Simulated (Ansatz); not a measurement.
Ni: single-point calculation (part 2 of 2)

Ni (1 atom in the cell); DFT, r2SCAN, PAW, plane waves, scalar-relativistic, spin-polarised (Ansatz 0.2.0); cutoff 500 eV, 14×14×14 k-mesh, Gaussian smearing of 0.1 eV, collinear spins. The structure derives from an entry of the Crystallography Open Database. The run did not end well. It belongs to a series of runs on one base structure; here: linear mixing, beta 0.5, no preconditioner.

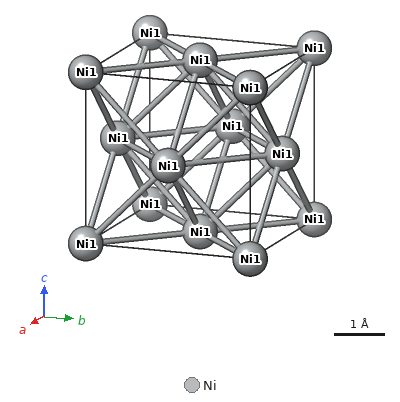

Fig. 1: The input geometry (ball-and-stick view of the cell 4 times as large as that of the calculation, set on its symmetry axes, seen slightly off an axis; atoms are numbered from 1 in the order of the input). An atom can appear more than once, as a periodic image.

**Output, continued**
```
SCF iter  47: F=-5761.828772 eV  HF=-5879.263291 eV  |F-HF|=1.17e2  |Δ(HF+E_count)|=    4.49e0  Δρ=6.91e-1 (↑6.90e-1 ↓6.91e-1)  dr2=1.11e2  dr2_τ=3.00e-1  dr2_m=3.90e-7  M=0.000 μB ∫|m|=0.000 μB  β_m=0.50  ethr=1.70e-5  ⟨swp⟩=5.3  Hψ=16030  notcnv=0  defer=94
SCF iter  48: F=-5757.816929 eV  HF=-5874.777223 eV  |F-HF|=1.17e2  |Δ(HF+E_count)|=    4.49e0  Δρ=6.91e-1 (↑6.91e-1 ↓6.91e-1)  dr2=1.11e2  dr2_τ=3.91e-1  dr2_m=3.22e-10  M=0.000 μB ∫|m|=0.000 μB  β_m=2.00  ethr=1.70e-5  ⟨swp⟩=6.4  Hψ=17809  notcnv=0  defer=208
SCF iter  49: F=-5761.828049 eV  HF=-5879.263493 eV  |F-HF|=1.17e2  |Δ(HF+E_count)|=    4.49e0  Δρ=6.91e-1 (↑6.91e-1 ↓6.91e-1)  dr2=1.11e2  dr2_τ=3.00e-1  dr2_m=1.23e-7  M=0.000 μB ∫|m|=0.000 μB  β_m=0.50  ethr=1.70e-5  ⟨swp⟩=5.3  Hψ=15978  notcnv=0  defer=94
SCF iter  50: F=-5757.816120 eV  HF=-5874.777472 eV  |F-HF|=1.17e2  |Δ(HF+E_count)|=    4.49e0  Δρ=6.91e-1 (↑6.91e-1 ↓6.91e-1)  dr2=1.11e2  dr2_τ=3.91e-1  dr2_m=1.14e-10  M=0.000 μB ∫|m|=0.000 μB  β_m=2.00  ethr=1.70e-5  ⟨swp⟩=6.4  Hψ=17873  notcnv=0  defer=208
SCF iter  51: F=-5761.827280 eV  HF=-5879.263774 eV  |F-HF|=1.17e2  |Δ(HF+E_count)|=    4.49e0  Δρ=6.91e-1 (↑6.91e-1 ↓6.91e-1)  dr2=1.11e2  dr2_τ=3.00e-1  dr2_m=3.70e-8  M=0.000 μB ∫|m|=0.000 μB  β_m=0.50  ethr=1.70e-5  ⟨swp⟩=5.2  Hψ=15940  notcnv=0  defer=94
SCF iter  52: F=-5757.816092 eV  HF=-5874.777705 eV  |F-HF|=1.17e2  |Δ(HF+E_count)|=    4.49e0  Δρ=6.91e-1 (↑6.91e-1 ↓6.91e-1)  dr2=1.11e2  dr2_τ=3.91e-1  dr2_m=9.60e-11  M=0.000 μB ∫|m|=0.000 μB  β_m=2.00  ethr=1.70e-5  ⟨swp⟩=6.4  Hψ=17829  notcnv=0  defer=208
SCF iter  53: F=-5761.827126 eV  HF=-5879.263668 eV  |F-HF|=1.17e2  |Δ(HF+E_count)|=    4.49e0  Δρ=6.91e-1 (↑6.91e-1 ↓6.91e-1)  dr2=1.11e2  dr2_τ=3.00e-1  dr2_m=1.13e-8  M=0.000 μB ∫|m|=0.000 μB  β_m=0.50  ethr=1.70e-5  ⟨swp⟩=5.3  Hψ=15944  notcnv=0  defer=94
SCF iter  54: F=-5757.816414 eV  HF=-5874.777824 eV  |F-HF|=1.17e2  |Δ(HF+E_count)|=    4.49e0  Δρ=6.91e-1 (↑6.91e-1 ↓6.91e-1)  dr2=1.11e2  dr2_τ=3.91e-1  dr2_m=3.08e-11  M=0.000 μB ∫|m|=0.000 μB  β_m=2.00  ethr=1.70e-5  ⟨swp⟩=6.3  Hψ=17804  notcnv=0  defer=208
SCF iter  55: F=-5761.827255 eV  HF=-5879.263443 eV  |F-HF|=1.17e2  |Δ(HF+E_count)|=    4.49e0  Δρ=6.91e-1 (↑6.91e-1 ↓6.91e-1)  dr2=1.11e2  dr2_τ=3.00e-1  dr2_m=4.35e-9  M=0.000 μB ∫|m|=0.000 μB  β_m=0.50  ethr=1.70e-5  ⟨swp⟩=5.3  Hψ=15898  notcnv=0  defer=94
SCF iter  56: F=-5757.816540 eV  HF=-5874.777866 eV  |F-HF|=1.17e2  |Δ(HF+E_count)|=    4.49e0  Δρ=6.91e-1 (↑6.91e-1 ↓6.91e-1)  dr2=1.11e2  dr2_τ=3.91e-1  dr2_m=1.89e-10  M=0.000 μB ∫|m|=0.000 μB  β_m=2.00  ethr=1.70e-5  ⟨swp⟩=6.3  Hψ=17806  notcnv=0  defer=208
SCF iter  57: F=-5761.827013 eV  HF=-5879.263360 eV  |F-HF|=1.17e2  |Δ(HF+E_count)|=    4.49e0  Δρ=6.91e-1 (↑6.91e-1 ↓6.91e-1)  dr2=1.11e2  dr2_τ=3.00e-1  dr2_m=1.41e-9  M=0.000 μB ∫|m|=0.000 μB  β_m=0.50  ethr=1.70e-5  ⟨swp⟩=5.3  Hψ=15866  notcnv=0  defer=94
SCF iter  58: F=-5757.816351 eV  HF=-5874.778020 eV  |F-HF|=1.17e2  |Δ(HF+E_count)|=    4.49e0  Δρ=6.91e-1 (↑6.91e-1 ↓6.91e-1)  dr2=1.11e2  dr2_τ=3.91e-1  dr2_m=7.05e-11  M=0.000 μB ∫|m|=0.000 μB  β_m=1.95  ethr=1.70e-5  ⟨swp⟩=6.3  Hψ=17798  notcnv=0  defer=208
SCF iter  59: F=-5761.826677 eV  HF=-5879.263379 eV  |F-HF|=1.17e2  |Δ(HF+E_count)|=    4.49e0  Δρ=6.91e-1 (↑6.91e-1 ↓6.91e-1)  dr2=1.11e2  dr2_τ=3.00e-1  dr2_m=1.08e-9  M=0.000 μB ∫|m|=0.000 μB  β_m=0.50  ethr=1.70e-5  ⟨swp⟩=5.3  Hψ=15853  notcnv=0  defer=94
SCF iter  60: F=-5757.816100 eV  HF=-5874.778173 eV  |F-HF|=1.17e2  |Δ(HF+E_count)|=    4.49e0  Δρ=6.91e-1 (↑6.91e-1 ↓6.91e-1)  dr2=1.11e2  dr2_τ=3.91e-1  dr2_m=1.13e-10  M=0.000 μB ∫|m|=0.000 μB  β_m=1.80  ethr=1.70e-5  ⟨swp⟩=6.3  Hψ=17786  notcnv=0  defer=208
SCF iter  61: F=-5761.826541 eV  HF=-5879.263428 eV  |F-HF|=1.17e2  |Δ(HF+E_count)|=    4.49e0  Δρ=6.91e-1 (↑6.91e-1 ↓6.91e-1)  dr2=1.11e2  dr2_τ=3.00e-1  dr2_m=7.35e-10  M=0.000 μB ∫|m|=0.000 μB  β_m=0.50  ethr=1.70e-5  ⟨swp⟩=5.3  Hψ=15840  notcnv=0  defer=94
SCF iter  62: F=-5757.816382 eV  HF=-5874.778211 eV  |F-HF|=1.17e2  |Δ(HF+E_count)|=    4.49e0  Δρ=6.91e-1 (↑6.91e-1 ↓6.91e-1)  dr2=1.11e2  dr2_τ=3.91e-1  dr2_m=1.13e-10  M=0.000 μB ∫|m|=0.000 μB  β_m=1.61  ethr=1.70e-5  ⟨swp⟩=6.3  Hψ=17747  notcnv=0  defer=208
SCF iter  63: F=-5761.826886 eV  HF=-5879.263266 eV  |F-HF|=1.17e2  |Δ(HF+E_count)|=    4.49e0  Δρ=6.91e-1 (↑6.91e-1 ↓6.91e-1)  dr2=1.11e2  dr2_τ=3.00e-1  dr2_m=8.45e-10  M=0.000 μB ∫|m|=0.000 μB  β_m=0.50  ethr=1.70e-5  ⟨swp⟩=5.3  Hψ=15775  notcnv=0  defer=94
SCF iter  64: F=-5757.816805 eV  HF=-5874.778117 eV  |F-HF|=1.17e2  |Δ(HF+E_count)|=    4.49e0  Δρ=6.91e-1 (↑6.91e-1 ↓6.91e-1)  dr2=1.11e2  dr2_τ=3.91e-1  dr2_m=8.00e-11  M=0.000 μB ∫|m|=0.000 μB  β_m=2.00  ethr=1.70e-5  ⟨swp⟩=6.2  Hψ=17745  notcnv=0  defer=208
SCF iter  65: F=-5761.827120 eV  HF=-5879.263100 eV  |F-HF|=1.17e2  |Δ(HF+E_count)|=    4.48e0  Δρ=6.91e-1 (↑6.91e-1 ↓6.91e-1)  dr2=1.11e2  dr2_τ=3.00e-1  dr2_m=9.93e-10  M=0.000 μB ∫|m|=0.000 μB  β_m=0.50  ethr=1.70e-5  ⟨swp⟩=5.3  Hψ=15720  notcnv=0  defer=94
SCF iter  66: F=-5757.816736 eV  HF=-5874.778077 eV  |F-HF|=1.17e2  |Δ(HF+E_count)|=    4.49e0  Δρ=6.91e-1 (↑6.91e-1 ↓6.91e-1)  dr2=1.11e2  dr2_τ=3.91e-1  dr2_m=5.34e-11  M=0.000 μB ∫|m|=0.000 μB  β_m=0.81  ethr=1.70e-5  ⟨swp⟩=6.2  Hψ=17748  notcnv=0  defer=208
SCF iter  67: F=-5761.826895 eV  HF=-5879.263154 eV  |F-HF|=1.17e2  |Δ(HF+E_count)|=    4.49e0  Δρ=6.91e-1 (↑6.91e-1 ↓6.91e-1)  dr2=1.11e2  dr2_τ=3.00e-1  dr2_m=5.17e-10  M=0.000 μB ∫|m|=0.000 μB  β_m=0.50  ethr=1.70e-5  ⟨swp⟩=5.3  Hψ=15679  notcnv=0  defer=94
SCF iter  68: F=-5757.816727 eV  HF=-5874.778155 eV  |F-HF|=1.17e2  |Δ(HF+E_count)|=    4.48e0  Δρ=6.91e-1 (↑6.91e-1 ↓6.91e-1)  dr2=1.11e2  dr2_τ=3.91e-1  dr2_m=1.80e-10  M=0.000 μB ∫|m|=0.000 μB  β_m=1.46  ethr=1.70e-5  ⟨swp⟩=6.2  Hψ=17715  notcnv=0  defer=208
SCF iter  69: F=-5761.826894 eV  HF=-5879.263118 eV  |F-HF|=1.17e2  |Δ(HF+E_count)|=    4.48e0  Δρ=6.91e-1 (↑6.91e-1 ↓6.91e-1)  dr2=1.11e2  dr2_τ=3.00e-1  dr2_m=8.47e-10  M=0.000 μB ∫|m|=0.000 μB  β_m=0.50  ethr=1.70e-5  ⟨swp⟩=5.3  Hψ=15646  notcnv=0  defer=94
SCF iter  70: F=-5757.816677 eV  HF=-5874.778173 eV  |F-HF|=1.17e2  |Δ(HF+E_count)|=    4.48e0  Δρ=6.91e-1 (↑6.91e-1 ↓6.91e-1)  dr2=1.11e2  dr2_τ=3.91e-1  dr2_m=3.64e-11  M=0.000 μB ∫|m|=0.000 μB  β_m=0.50  ethr=1.70e-5  ⟨swp⟩=6.2  Hψ=17695  notcnv=0  defer=208
SCF iter  71: F=-5761.826877 eV  HF=-5879.263134 eV  |F-HF|=1.17e2  |Δ(HF+E_count)|=    4.48e0  Δρ=6.91e-1 (↑6.91e-1 ↓6.91e-1)  dr2=1.11e2  dr2_τ=3.00e-1  dr2_m=3.21e-10  M=0.000 μB ∫|m|=0.000 μB  β_m=0.50  ethr=1.70e-5  ⟨swp⟩=5.3  Hψ=15630  notcnv=0  defer=94
SCF iter  72: F=-5757.816914 eV  HF=-5874.778171 eV  |F-HF|=1.17e2  |Δ(HF+E_count)|=    4.48e0  Δρ=6.91e-1 (↑6.91e-1 ↓6.91e-1)  dr2=1.11e2  dr2_τ=3.91e-1  dr2_m=1.79e-10  M=0.000 μB ∫|m|=0.000 μB  β_m=1.03  ethr=1.70e-5  ⟨swp⟩=6.2  Hψ=17660  notcnv=0  defer=208
SCF iter  73: F=-5761.826936 eV  HF=-5879.263016 eV  |F-HF|=1.17e2  |Δ(HF+E_count)|=    4.48e0  Δρ=6.91e-1 (↑6.91e-1 ↓6.91e-1)  dr2=1.11e2  dr2_τ=3.00e-1  dr2_m=4.74e-10  M=0.000 μB ∫|m|=0.000 μB  β_m=0.50  ethr=1.70e-5  ⟨swp⟩=5.3  Hψ=15605  notcnv=0  defer=94
SCF iter  74: F=-5757.816971 eV  HF=-5874.778200 eV  |F-HF|=1.17e2  |Δ(HF+E_count)|=    4.48e0  Δρ=6.91e-1 (↑6.91e-1 ↓6.91e-1)  dr2=1.11e2  dr2_τ=3.91e-1  dr2_m=2.70e-10  M=0.000 μB ∫|m|=0.000 μB  β_m=0.50  ethr=1.70e-5  ⟨swp⟩=6.2  Hψ=17602  notcnv=0  defer=208
SCF iter  75: F=-5761.827058 eV  HF=-5879.262971 eV  |F-HF|=1.17e2  |Δ(HF+E_count)|=    4.48e0  Δρ=6.91e-1 (↑6.91e-1 ↓6.91e-1)  dr2=1.11e2  dr2_τ=3.00e-1  dr2_m=3.86e-10  M=0.000 μB ∫|m|=0.000 μB  β_m=0.50  ethr=1.70e-5  ⟨swp⟩=5.3  Hψ=15584  notcnv=0  defer=94
SCF iter  76: F=-5757.817179 eV  HF=-5874.778158 eV  |F-HF|=1.17e2  |Δ(HF+E_count)|=    4.48e0  Δρ=6.91e-1 (↑6.91e-1 ↓6.91e-1)  dr2=1.11e2  dr2_τ=3.91e-1  dr2_m=1.71e-10  M=0.000 μB ∫|m|=0.000 μB  β_m=0.98  ethr=1.70e-5  ⟨swp⟩=6.1  Hψ=17583  notcnv=0  defer=208
SCF iter  77: F=-5761.827065 eV  HF=-5879.262887 eV  |F-HF|=1.17e2  |Δ(HF+E_count)|=    4.48e0  Δρ=6.91e-1 (↑6.91e-1 ↓6.91e-1)  dr2=1.11e2  dr2_τ=3.00e-1  dr2_m=4.78e-10  M=0.000 μB ∫|m|=0.000 μB  β_m=0.50  ethr=1.70e-5  ⟨swp⟩=5.3  Hψ=15562  notcnv=0  defer=94
SCF iter  78: F=-5757.804931 eV  HF=-5874.778197 eV  |F-HF|=1.17e2  |Δ(HF+E_count)|=    4.48e0  Δρ=6.91e-1 (↑6.91e-1 ↓6.91e-1)  dr2=1.11e2  dr2_τ=3.91e-1  dr2_m=2.42e-10  M=0.000 μB ∫|m|=0.000 μB  β_m=0.50  ethr=1.70e-5  ⟨swp⟩=9.7  Hψ=40087  notcnv=0
SCF iter  79: F=-5761.815425 eV  HF=-5879.269059 eV  |F-HF|=1.17e2  |Δ(HF+E_count)|=    4.49e0  Δρ=6.91e-1 (↑6.91e-1 ↓6.91e-1)  dr2=1.11e2  dr2_τ=3.00e-1  dr2_m=4.05e-11  M=0.000 μB ∫|m|=0.000 μB  β_m=0.50  ethr=1.70e-5  ⟨swp⟩=6.1  Hψ=35356  notcnv=0
SCF iter  80: F=-5757.797775 eV  HF=-5874.780911 eV  |F-HF|=1.17e2  |Δ(HF+E_count)|=    4.49e0  Δρ=6.91e-1 (↑6.91e-1 ↓6.91e-1)  dr2=1.11e2  dr2_τ=3.91e-1  dr2_m=3.40e-11  M=0.000 μB ∫|m|=0.000 μB  β_m=0.50  ethr=1.70e-5  ⟨swp⟩=9.2  Hψ=38810  notcnv=0
```

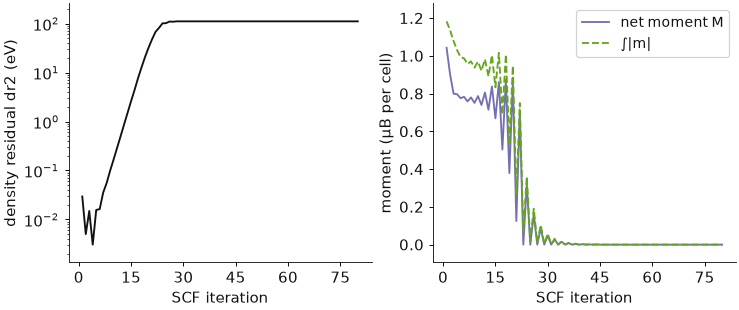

Fig. 2: Convergence of the self-consistent field: density residual dr2 and magnetic moment against the SCF iteration. The energy jumps back and forth between two values on alternate steps while the residual stays near 100, so the iteration is locked in a two-step cycle. The net moment goes from 1.0 to 0.0 μB per cell, and ∫|m| falls to zero.

```
Error: did not converge after 80 iterations: dr2 = 1.11e2 (threshold 1.00e-7), under the density mixer `anderson`; raise `scf.max_iter`, which need not help a stalled SCF, or adjust the mixing (`scf.mixing`) or, under a smearing, its width (`scf.occupations.width`, in either direction: another width is another result); this SCF holds its density and magnetisation to the symmetry operations that it keeps, and cannot end on a state that breaks one of them: if the state sought breaks one, re-run with `crystal.symmetry.detect: false`, without `crystal.symmetry.time_reversal: true`, on a non-collinear deck whose state breaks time reversal, with `crystal.symmetry.time_reversal: false` beside it (there exact exchange or a DFT+U term alone can polarise the run; a magnetic state wants starting moments), where the deck allows it (that run may end on another state, and need not converge either); this run sums exchange and correlation on more points than the dense box has (`basis.xc_grid`), where a deck that converges on the dense box may not converge: try another level (where the key is left out runs that use forces, runs that use the stress, dielectric runs by a finite field, finite-displacement phonons, runs of phonons.displacement_patterns under a GGA or a meta-GGA, phonons by method: dfpt, dielectric runs by the response, runs on support functions, runs on PAW files under a meta-GGA or a hybrid on one, runs at kind: all_electron or under a hybrid on a GGA, runs under a text's formulas of a gradient, and runs on PAW files that evaluate rPW86 or Becke's exchange or LYP's correlation can take a finer level, which can go by the root key accuracy; a number is taken as typed), or, where it is served, `1`, the dense box, on which forces and the stress change with where the atoms sit on the grid; a lower level also moves a field's Born charges, by the response (dielectric, § Limitations, in the input reference) or by a finite field; under a meta-GGA, try another mixer (`scf.mixing.algorithm: broyden`); mind that the stability of the state on which such a run converges can go unchecked at the default of `scf.lower_state_search`; see `basis.xc_grid`, Limitations
```

This output came from the following input.

**The input**
```yaml
crystal:
  lattice:
    - [0.0, 1.76735, 1.76735]
    - [1.76735, 0.0, 1.76735]
    - [1.76735, 1.76735, 0.0]
  atoms:
    - { symbol: Ni, position: [0.0, 0.0, 0.0], spin: 2.0 }
magnetization:
  spin_polarized: true
hamiltonian:
  xc: r2scan
  pseudopotentials: { kind: paw }
basis:
  ecutwfc: 500
kpoints:
  mp_grid: { grid: [14, 14, 14] }
scf:
  occupations: { method: gaussian, width: 0.1 }
  lower_state_search: "off"
  algorithm: density_mixing
  max_iter: 80
  mixing: { algorithm: anderson, ndim: 1, beta: 0.5, preconditioner: none }
output:
  forces: true
  stress: true
```

Launched with:
```bash
ansatz run input.yaml --threads 2 --pin off --max-ram 5120MiB --backend cpu --events-out ev --progress --plain --runs-dir out
```

**Outcome**

```csv
quantity,value
outcome,not converged
space group (tolerance 0.01 Å),Fm-3m (225)
hardware,"2 threads of Arm Neoverse V2, 24 GiB of memory available, shared host"
wall time,26 s (CPU time 52 s)
peak memory,0.26 GiB
```

The run did not converge: “did not converge after 80 iterations: dr2 = 1.11e2 (threshold 1.00e-7), under the density mixer `anderson`; raise `scf.max_iter`, which need not help a stalled SCF, or adjust the mixing (`scf.mixing`) or, under a smearing, its width (`scf.occupations.width`, in either direction: another width is another result) …” Its last values are not results.
